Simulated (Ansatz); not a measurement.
## A series of single points on Pt

System: Pt (1 atom in the cell).
Method: DFT, PBEsol, plane waves (420 eV) with PAW, scalar-relativistic, no spin polarisation (Ansatz 0.2.0).

The 5 runs differ only in the geometry, by an even scaling of the cell at fixed fractional positions.

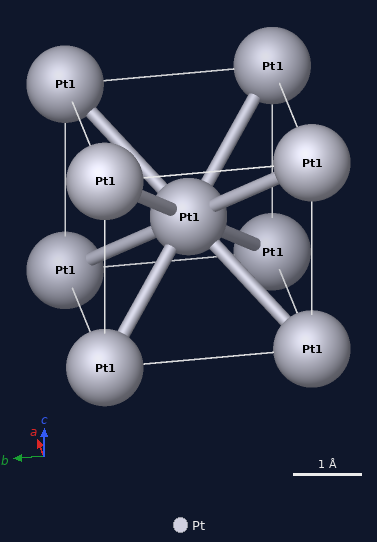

Figure 1. The structure of run 3 (ball-and-stick view of the cell 2 times as large as that of the calculation, set on its symmetry axes, seen at an oblique angle; atoms are numbered from 1 in the order of the input).

**Input of run 3**
```yaml
crystal:
  lattice:
    - [-1.5613980215, 1.5613980215, 1.5613980215]
    - [1.5613980215, -1.5613980215, 1.5613980215]
    - [1.5613980215, 1.5613980215, -1.5613980215]
  atoms:
    - { symbol: Pt, position: [0.0, 0.0, 0.0] }
hamiltonian:
  xc: pbesol
  pseudopotentials:
    kind: paw
    azcp:
      Pt: "pseudopotentials/Pt.paw.azcp"
basis:
  ecutwfc: 420
  fft_grid_basis: typed
kpoints:
  mp_grid: { grid: [16, 16, 16], shift: [0, 0, 0] }
magnetization:
  spin_polarized: false
scf:
  occupations: { method: fermi_dirac, width: 0.1 }
  lower_state_search: "off"
output:
  stress: true
```

Run 4 differs from it as follows:
```diff
-    - [-1.5613980215, 1.5613980215, 1.5613980215]
-    - [1.5613980215, -1.5613980215, 1.5613980215]
-    - [1.5613980215, 1.5613980215, -1.5613980215]
+    - [-1.601971836, 1.601971836, 1.601971836]
+    - [1.601971836, -1.601971836, 1.601971836]
+    - [1.601971836, 1.601971836, -1.601971836]
```

**Results, with one run withheld**

```csv
run,volume per atom (Å³),"free energy per atom, from the lowest run given (meV)",pressure (GPa)
1,14.008,99.75,28.62
2,14.617,22.83,12.52
3,15.227,0.00,0.01
4,16.445,?,?
5,17.054,147.57,−22.92
```

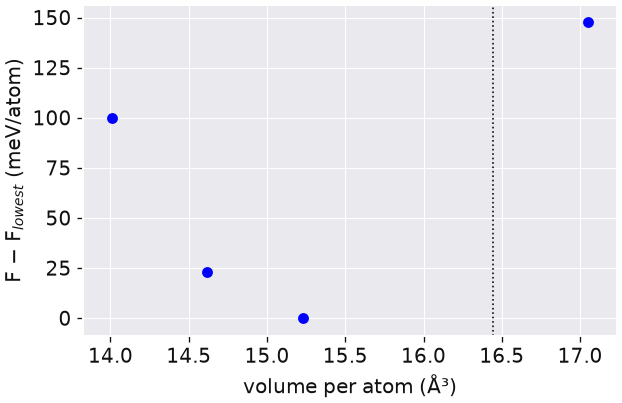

Figure 2. Free energy per atom of the runs given; the dotted line marks run 4.

What should run 4 give?

A quadratic polynomial in V^(−2/3) (the Birch–Murnaghan form), fitted to the 4 runs given, misses them by at most 0.99 meV per atom. With x = V^(−2/3) − 0.16327 Å⁻², it reads F = −0.18793 + 1591 x + 1.1002e+06 x² (meV per atom). At run 4 it gives 68.09 meV per atom, and the run itself gives 70.86. The slope of the fit gives a pressure −dF/dV of −17.48 GPa there, and the run prints −17.18 GPa. The two needn't agree exactly: the fit is approximate, and the printed stress is taken on a finite basis. The fit has its minimum at 15.259 Å³ per atom, where V d²F/dV² gives 271 GPa: the bulk modulus at this level, since symmetry fixes the shape and the positions. So low a polynomial doesn't follow these energies more closely.

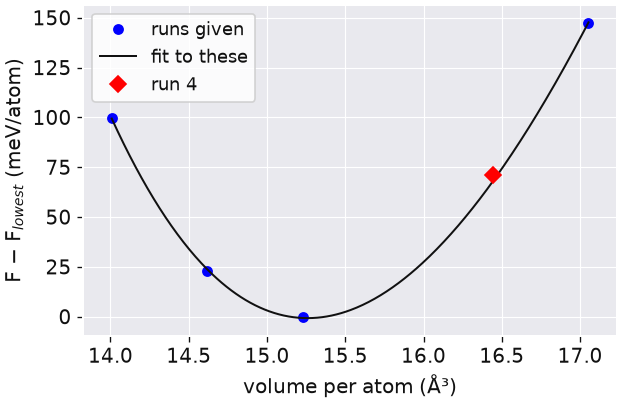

Figure 3. The fit and the withheld run.

**Output, shortened to warnings, some set-up lines, iterations and results (run 4)**
```
Warning: [file] the record states the generating functional pbe (its physics header spells it `PBE`), which answers neither for hamiltonian.xc's functional nor for the pbesol family's — results may be inconsistent (PPs are generated against a specific XC)
Basis set: ecut = 420 eV, 321 PW (Γ)
Symmetry: 48 space group operations
k-points: 145 of 4096
Initial density: superposition of atomic densities (neutral atoms: chi_scale 0, normalization atom), corrected by the library's trained network
[...]
SCF iter   1: F=—  HF=-12383.648181 eV  |F-HF|=—  |Δ(HF+E_count)|=         —  Δρ=5.07e-3  dr2=3.07e-3  ethr=1.77e-3  ⟨swp⟩=5.0  Hψ=10249  notcnv=0
SCF iter   2: F=—  HF=-12383.647541 eV  |F-HF|=—  |Δ(HF+E_count)|=   6.40e-4  Δρ=1.93e-3  dr2=2.20e-4  ethr=1.70e-5  ⟨swp⟩=2.5  Hψ=3926  notcnv=0
SCF iter   3: F=—  HF=-12383.647533 eV  |F-HF|=—  |Δ(HF+E_count)|=   8.20e-6  Δρ=9.97e-4  dr2=3.53e-5  ethr=1.22e-6  ⟨swp⟩=2.5  Hψ=2970  notcnv=0
SCF iter   4: F=—  HF=-12383.647553 eV  |F-HF|=—  |Δ(HF+E_count)|=   1.99e-5  Δρ=1.23e-4  dr2=5.02e-7  ethr=1.96e-7  ⟨swp⟩=2.1  Hψ=3131  notcnv=0
SCF iter   5: F=-12383.647553 eV  HF=-12383.647553 eV  |F-HF|=5.00e-10  |Δ(HF+E_count)|=   5.61e-7  Δρ=1.26e-5  dr2=7.14e-9  ethr=2.79e-9  ⟨swp⟩=2.5  Hψ=2601  notcnv=0
SCF iter   6: F=-12383.647553 eV  HF=-12383.647553 eV  |F-HF|=1.27e-11  |Δ(HF+E_count)|=   1.30e-9  Δρ=7.51e-7  dr2=3.53e-11  ethr=3.96e-11  ⟨swp⟩=1.2  Hψ=5669  notcnv=0
SCF 1 converged in 6 iterations: F = -12383.647553 eV  dr2 = 3.53e-11
SCF converged after 6 iterations
Free energy (F): -12383.647553 eV
Harris-Foulkes:  -12383.647553 eV  (|F-HF|=1.27e-11)
Internal energy: -12383.605641 eV  (E = F + TS)
E sigma→0 (E₀):  -12383.626597 eV
Entropy (-TS):   -0.041912 eV (-41.912 meV/atom)
Fermi energy:    20.494712 eV
--- Per-component energies (eV) ---
  E_band       = -170.233210
  E_kinetic    = 635.557717
  E_local      = -1577.950170  (includes V_loc(G=0)·N_el)
  E_nonlocal   = 203.314672
  E_hartree    = 580.278662
  E_xc         = -259.153889
  E_vxc        = -300.832088  (∫ρ·V_xc dr)
  E_paw        = -9316.269384  (= ΣΔE_a)
  E_vpaw       = -290.881085  (= ΣTr[D̂ρ^β])
  E_aug_tail   = 0.000192  (compensation charges beyond the density's cutoff)
  E_ewald      = -2649.670422
  E_core_change = 0.286981  (= ΣΔE_core)
  E_smearing   = -0.041912  (= −TS)
  E_closure    = -0.000000  (closes the sum)
  Σ components = -12383.647553   (vs F -12383.647553, Δ=0.00e0)
--- Stress (GPa, compression-positive) ---
      -17.180354       0.000000       0.000000
       -0.000000     -17.180354       0.000000
        0.000000      -0.000000     -17.180354
  P = ⅓ Tr σ = -17.1804 GPa (-171.804 kbar)
```

Warnings of the run: the PAW datasets were made with another functional. Spin–orbit coupling is left out, which matters for Pt.
